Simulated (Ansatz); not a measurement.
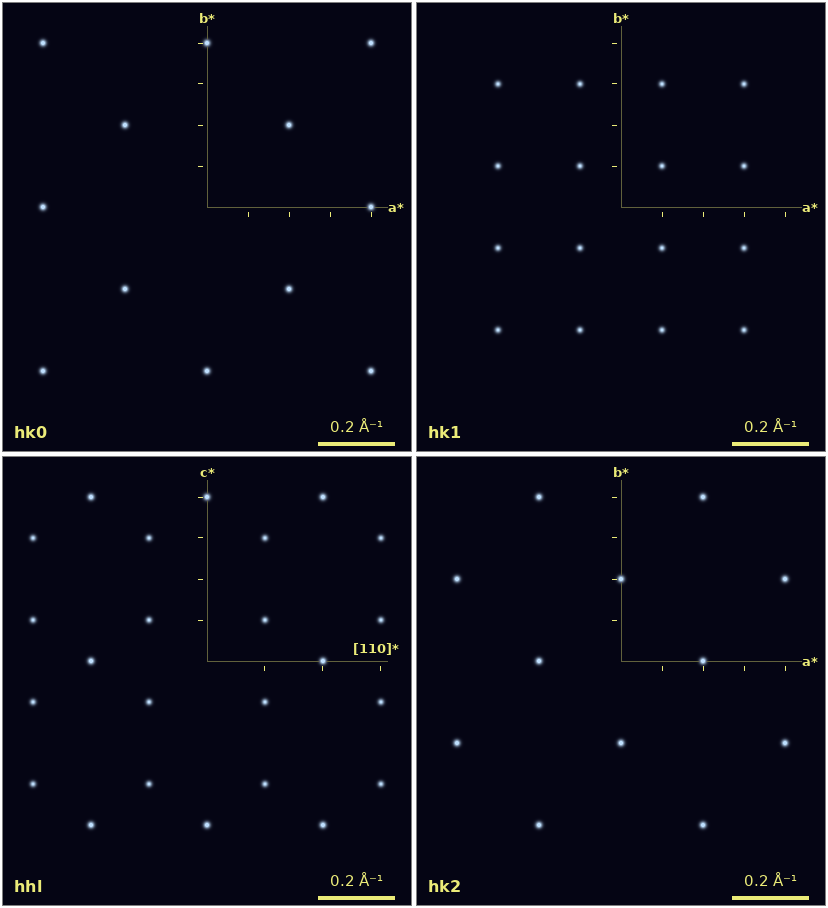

Simulated precession-type sections (neutrons; kinematic intensities, B = 0.5 Å²). The ticks mark integer indices of the conventional cell.

Q: Read the reciprocal cell and give the direct cell.

A: a* = 0.109, b* = 0.109, c* = 0.109 Å⁻¹; the cell is cubic with a = 9.21 Å.

Q: Which reflection conditions do the layers show?

A: Reflections are present only under these conditions. hkl: h + k = 2n, h + l = 2n; hk0: h = 2n, h + k = 4n; hhl: h + l = 2n; h00: h = 4n. The lattice is face-centred (F). Further gaps, such as 2 2 2, 4 4 2, come from atoms on special positions, not from the group's general conditions.

Q: Which space groups fit?

A: The intensities have Laue symmetry m-3m (the hk0 layer shows 4mm, hk1 shows 4mm). With these conditions only Fd-3m (No. 227) fits. The compound is Sr. Structure: the input geometry of an electronic-structure calculation (not necessarily at equilibrium); the starting structure was generated, so it need not be a known form of this composition.
